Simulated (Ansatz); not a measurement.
CuO, space group C2/c (No. 15), a = 4.680 Å, b = 3.477 Å, c = 5.119 Å, α = 90.00°, β = 98.64°, γ = 90.00°

| site | Wyckoff | x | y | z |
| --- | --- | --- | --- | --- |
| Cu | 4c | 0.2500 | 0.2500 | 0.0000 |
| O | 4e | 0.5000 | 0.9621 | 0.2500 |

The structure is the input geometry of an electronic-structure calculation and need not be at equilibrium.

Q: Describe the coordination of Cu.

A: CuO4: a slightly distorted square plane (coordination number 4, S = 0.47; next best see-saw, S = 18.6). Bonds: 2 × Cu–O 1.89 Å and 2 × Cu–O 2.00 Å. The next neighbour, not counted, lies at 2.91 Å.

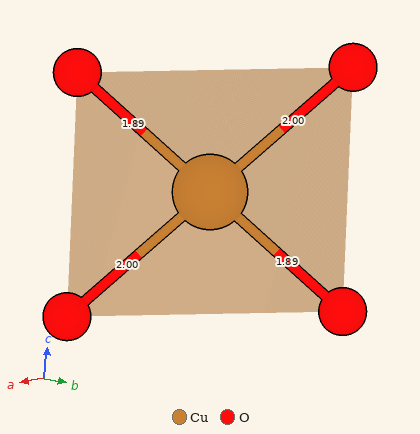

The polyhedron about Cu. Continuous shape measures are computed against ideal polyhedra (0 is ideal; above about 3 the distortion is strong).
